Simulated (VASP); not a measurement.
CdTe, space group F-43m (No. 216), a = 6.533 Å, b = 6.533 Å, c = 6.533 Å, α = 90.00°, β = 90.00°, γ = 90.00°

```tsv
site	Wyckoff	x	y	z
Te	4c	0.7500	0.2500	0.7500
Cd	4a	0.5000	0.0000	0.5000
```

Origin: the geometry relaxed with VASP, VASP Kohn-Sham DFT of a periodic cell, r2SCAN with D4, VASP PAW PBE potentials, recommended.

Describe the coordination of Cd.

Answer. CdTe4: an essentially ideal tetrahedron (coordination number 4, S = 0.00; next best see-saw, S = 9.8). Bonds: 4 × Cd–Te 2.83 Å. The next neighbour, not counted, lies at 4.62 Å.

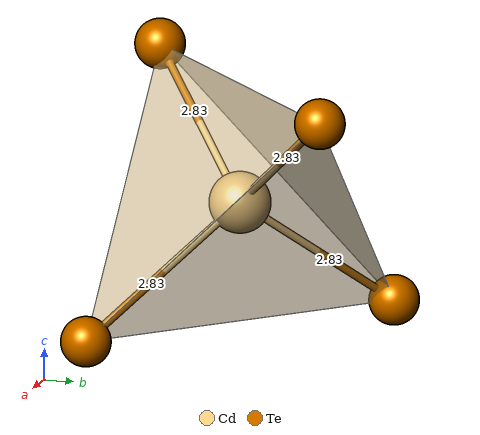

The polyhedron about Cd. Shape measures S are computed against regular polyhedra or, for capped shapes, the nearer of the equal-edge and equal-bond forms.
